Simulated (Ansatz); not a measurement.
System: P.

```yaml
crystal:
  lattice:
    - [3.34914, 0.00000, 0.00000]
    - [0.00000, 0.00000, -3.82981]
    - [-1.67457, 4.94778, 0.00000]
  atoms:
    - { symbol: P, position: [0.86788, 0.05694, 0.79910] }
    - { symbol: P, position: [0.38883, 0.44306, 0.77766] }
    - { symbol: P, position: [0.11117, 0.94306, 0.22234] }
    - { symbol: P, position: [0.61117, 0.55694, 0.22234] }
```

Space group P1; changed on purpose from its base cell (atom 1 (P) moved -0.150 A along Cartesian [1 -1 0]); not relaxed (largest force 1.5 eV/Å); computed pressure about 2 GPa in this cell.

Computed with DFT PBEsol+D3(BJ), scalar-relativistic, plane waves, PAW (Ansatz 0.2.0).

Question: What can the converged valence pseudo-density and electron localisation function tell about the bonding?

Answer: P–P (2.16 Å): the density is about 0.83 e/Å³ at the midpoint; the ELF peaks at about 0.90 between the atoms.
P–P (2.32 Å): ρ at the midpoint is about 0.64 e/Å³; the ELF peaks at about 0.85 between the atoms.

Question: Does the calculation make it a metal, or give it a gap?

Answer: It is metallic or semimetallic at this level of theory: no gap opens.

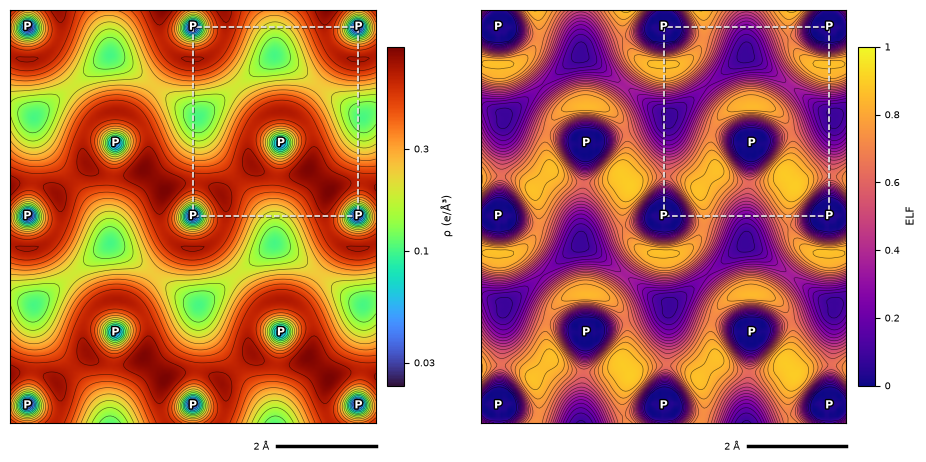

Computed valence pseudo-density and electron localisation function on the (001) plane of the conventional cell, in this order. 

In a PAW calculation such maps are meaningful between the atoms, not at the nuclei.
